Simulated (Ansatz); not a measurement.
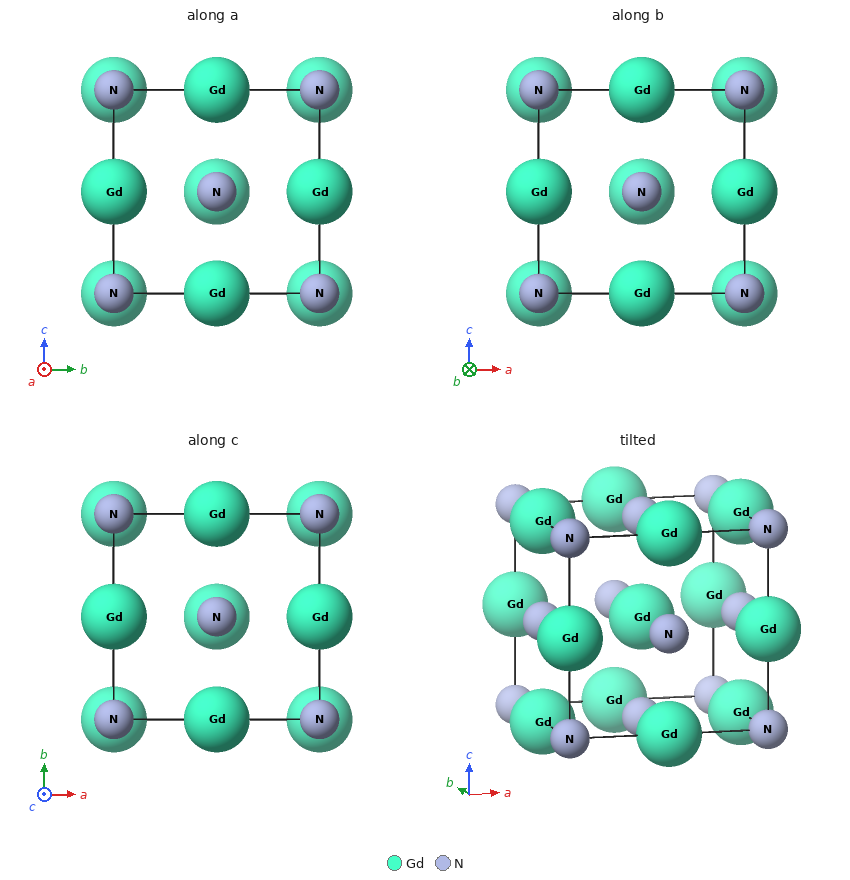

The image is a spheres-only drawing of a crystal, viewed along the a axis, along the b axis, along the c axis and slightly off an axis. The lines enclose the drawn cell (a repeat of the simulation cell); boundary atoms appear with their images.

Lattice parameters: a = 4.976 Å, b = 4.976 Å, c = 4.926 Å, α = 90.00°, β = 90.00°, γ = 90.00°. Put a along x and b in the xy plane.

### Express the structure as a POSCAR file.

```
Gd N
1.0
     4.976    0.000    0.000
     0.000    4.976    0.000
     0.000    0.000    4.926
Gd N
4 4
Direct
  0.5000 0.0000 0.0000
  0.0000 0.5000 0.0000
  0.0000 0.0000 0.5000
  0.5000 0.5000 0.5000
  0.0000 0.0000 0.0000
  0.5000 0.5000 0.0000
  0.5000 0.0000 0.5000
  0.0000 0.5000 0.5000
```

The structure comes from a structure type known for this compound. The cell was then strained or its atoms displaced on purpose. It went into a calculation with Ansatz.
